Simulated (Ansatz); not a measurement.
# Energy of CuO along an even scaling of the cell

System: CuO (P4/nmm, 4 atoms in the cell).
Method: Kohn-Sham DFT of a periodic cell, PBE, Ansatz PAW, no spin polarisation (Ansatz 0.2.0).

The 5 runs differ only in the geometry, by an even scaling of the cell at fixed fractional positions. The structure was built on a prototype by a generator; it need not be a known phase.

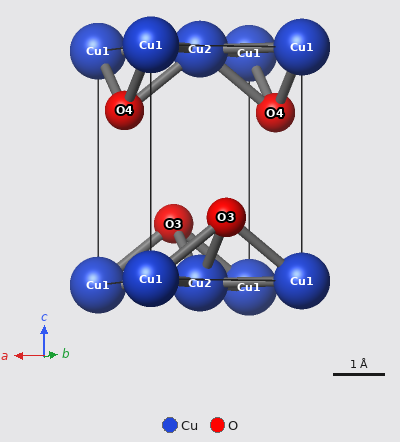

Figure 1. The structure of run 3 (ball-and-stick view of the cell of the calculation, seen at an oblique angle; atoms are numbered from 1 in the order of the input).

### Input of run 3
```yaml
crystal:
  lattice:
    - [3.1754955, 0.0, 0.0]
    - [0.0, 3.1754955, 0.0]
    - [0.0, 0.0, 4.64953187]
  atoms:
    - { symbol: Cu, position: [0.0, 0.0, 0.0] }
    - { symbol: Cu, position: [0.5, 0.5, 0.0] }
    - { symbol: O, position: [0.5, 0.0, 0.267] }
    - { symbol: O, position: [0.0, 0.5, 0.733] }
hamiltonian:
  xc: pbe
  pseudopotentials: { kind: paw }
kpoints:
  mp_grid: { grid: [8, 8, 6] }
scf:
  occupations: { method: fermi_dirac, width: 0.05 }
output:
  forces: true
  stress: true
  eigenvalues: true
  write_density: true
  write_potential: true
  elf: true
  volumetric_format: npy
```

Command:
```bash
ansatz run input.yaml --threads 2 --pin off --max-ram 5120MiB --backend cpu --events-out ev --progress --plain --runs-dir out
```

Lattice vectors (Å) and fractional positions of run 3:
```
   3.175495    0.000000    0.000000
   0.000000    3.175495    0.000000
   0.000000    0.000000    4.649532
Cu  0.000000  0.000000  0.000000
Cu  0.500000  0.500000  0.000000
O   0.500000  0.000000  0.267000
O   0.000000  0.500000  0.733000
```

Run 2 differs from it as follows:
```diff
-    - [3.1754955, 0.0, 0.0]
-    - [0.0, 3.1754955, 0.0]
-    - [0.0, 0.0, 4.64953187]
+    - [3.1541828075, 0.0, 0.0]
+    - [0.0, 3.1541828075, 0.0]
+    - [0.0, 0.0, 4.6183260179]
```

### Results, with one run withheld

| run | volume per atom (Å³) | free energy per atom, from the lowest run given (meV) | pressure (GPa) |
| --- | --- | --- | --- |
| 1 | 11.018 | 152.23 | 29.64 |
| 2 | 11.487 | ? | ? |
| 3 | 11.721 | 51.92 | 16.77 |
| 4 | 11.956 | 29.91 | 13.30 |
| 5 | 12.424 | 0.00 | 7.35 |

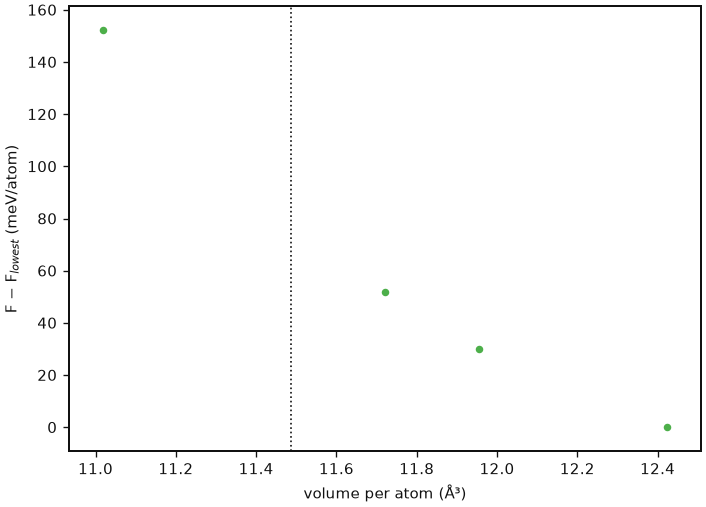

Figure 2. Free energy per atom of the runs given; the dotted line marks run 2.

What should run 2 give?

A quadratic polynomial in V^(−2/3) (the Birch–Murnaghan form), fitted to the 4 runs given, misses them by at most 0.05 meV per atom. With x = V^(−2/3) − 0.19336 Å⁻², it reads F = 47.817 + 9234.2 x + 3.38e+05 x² (meV per atom). At run 2 it gives 79.29 meV per atom, and the run itself gives 79.18. The slope of the fit gives a pressure −dF/dV of 20.65 GPa there, and the run prints 20.61 GPa. The fit has no minimum inside this range.

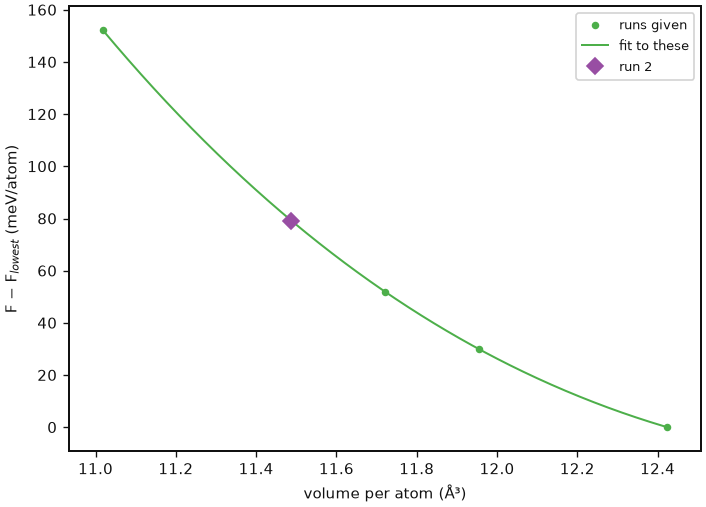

Figure 3. The fit and the withheld run.

### Output, shortened to warnings, some set-up lines, iterations and results (run 2)
```
Basis set: ecut = 420 eV, 903 PW (Γ), exchange–correlation on 48×48×64 points (8 copies of the dense FFT grid, shifted against one another)
Symmetry: 16 space group operations
k-points: 60 of 384
Initial density: superposition of atomic densities (neutral atoms: chi_scale 0, normalization atom), corrected by the library's trained network
[...]
SCF iter   1: F=—  HF=-14378.877058 eV  |F-HF|=—  |Δ(HF+E_count)|=         —  Δρ=1.84e-2  dr2=1.14e-1  ethr=1.77e-3  ⟨swp⟩=6.0  Hψ=7061  notcnv=0
SCF iter   2: F=—  HF=-14378.868414 eV  |F-HF|=—  |Δ(HF+E_count)|=   8.64e-3  Δρ=9.26e-3  dr2=5.03e-2  ethr=2.27e-4  ⟨swp⟩=2.1  Hψ=3288  notcnv=0
SCF iter   3: F=—  HF=-14378.878279 eV  |F-HF|=—  |Δ(HF+E_count)|=   9.86e-3  Δρ=1.77e-2  dr2=9.36e-2  ethr=1.01e-4  ⟨swp⟩=2.0  Hψ=3382  notcnv=0  recentre
SCF iter   4: F=—  HF=-14378.863386 eV  |F-HF|=—  |Δ(HF+E_count)|=   1.49e-2  Δρ=9.08e-3  dr2=3.30e-2  ethr=1.01e-4  ⟨swp⟩=2.0  Hψ=2756  notcnv=0
SCF iter   5: F=—  HF=-14378.859856 eV  |F-HF|=—  |Δ(HF+E_count)|=   3.53e-3  Δρ=2.83e-3  dr2=3.16e-3  ethr=6.61e-5  ⟨swp⟩=2.0  Hψ=1933  notcnv=0
SCF iter   6: F=—  HF=-14378.859495 eV  |F-HF|=—  |Δ(HF+E_count)|=   3.62e-4  Δρ=1.65e-4  dr2=7.80e-6  ethr=6.31e-6  ⟨swp⟩=1.4  Hψ=2324  notcnv=0
SCF iter   7: F=—  HF=-14378.859548 eV  |F-HF|=—  |Δ(HF+E_count)|=   5.38e-5  Δρ=3.34e-5  dr2=2.37e-7  ethr=1.56e-8  ⟨swp⟩=2.1  Hψ=2812  notcnv=0
SCF iter   8: F=-14378.859549 eV  HF=-14378.859549 eV  |F-HF|=4.06e-8  |Δ(HF+E_count)|=   7.15e-7  Δρ=1.12e-5  dr2=5.53e-8  ethr=2.00e-10  ⟨swp⟩=10.2  Hψ=13552  notcnv=0
SCF 1 converged in 8 iterations: F = -14378.859549 eV  dr2 = 5.53e-8
SCF converged after 8 iterations
Free energy (F): -14378.859549 eV
Harris-Foulkes:  -14378.859549 eV  (|F-HF|=4.06e-8)
Internal energy: -14378.803382 eV  (E = F + TS)
E sigma→0 (E₀):  -14378.831466 eV
Entropy (-TS):   -0.056167 eV (-14.042 meV/atom)
Fermi energy:    9.077357 eV
--- Per-component energies (eV) ---
  E_band       = -998.197772
  E_kinetic    = 943.203670
  E_local      = -12504.384703  (includes V_loc(G=0)·N_el)
  E_nonlocal   = 882.107412
  E_hartree    = 5534.222037
  E_xc         = -324.824021
  E_vxc        = -417.006905  (∫ρ·V_xc dr)
  E_paw        = -3639.422648  (= ΣΔE_a)
  E_vpaw       = -970.545793  (= ΣTr[D̂ρ^β])
  E_aug_tail   = 0.005641  (compensation charges beyond the density's cutoff)
  E_ewald      = -5269.710769
  E_smearing   = -0.056167  (= −TS)
  E_closure    = -0.000000  (closes the sum)
  Σ components = -14378.859549   (vs F -14378.859549, Δ=0.00e0)
--- Forces (eV/Å), atoms counted from 1 ---
  atom   1  Cu     0.00000000     0.00000000     0.00000000
  atom   2  Cu     0.00000000     0.00000000    -0.00000000
  atom   3  O      0.00000000     0.00000000    -0.65513496
  atom   4  O      0.00000000     0.00000000     0.65513496
  max |Σ_I F_I| component: 0.00e0 eV/Å
--- Stress (GPa, compression-positive) ---
       34.009590       0.000000       0.000000
        0.000000      34.009590       0.000000
        0.000000       0.000000      -6.177165
  P = ⅓ Tr σ = 20.6140 GPa (206.140 kbar)
```

Notes: The run has no spin polarisation, so a magnetic state may lie lower.
